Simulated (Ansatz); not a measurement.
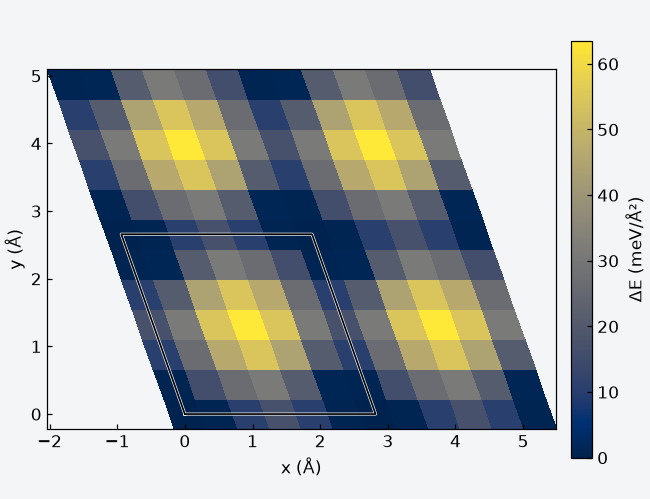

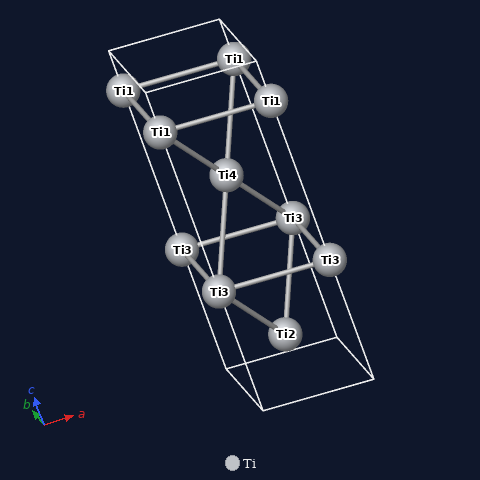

Energy landscape of Ti (Im-3m, No. 229; 4 atoms in the cell). 
- Gamma surface: rigid slide across a plane, one fault a cell; the plane is (0 1 1) of the conventional cell.
- Places are given modulo a cell vector. The map is drawn in real space over the plane of the slide.
- Nothing is relaxed (rigid halves, spacing across the cut fixed).
- The scan uses a 6 × 6 grid; 13 points were computed and 23 follow by symmetry.
- Energies: meV/Å², counted from the lowest grid point.
- The calculation used DFT PBE, scalar-relativistic, plane waves, PAW in Ansatz. Settings: cutoff 520 eV, k-mesh 16×16×5 in the order of the run's cell vectors, gaussian smearing 0.15 eV, no spin polarisation.

In the figure: one coloured cell a grid point, the outline of one cell of the 2 × 2 shown. The second picture is the structure at the lowest point

**Summarise what can be read from the map.**

The lowest grid point is at (0/6, 0/6) of the cell vectors. The bottom of the well lies between grid points, at (0/6, 0/6) of the cell vectors, about 4.3 meV/Å² lower on the interpolated surface. No other kind of well shows on this grid. The highest grid point, (3/6, 3/6) of the cell vectors, lies 63.5 meV/Å² above the lowest.

Each point was launched as `ansatz run input.yaml --threads 2 --pin off --max-ram 4096MiB --backend cpu --events-out ev --progress --plain --runs-dir out`. The whole map (13 points run) took 11 min on 2 threads of Arm Neoverse V1, on a shared host.

PAW datasets: the set soft_1.
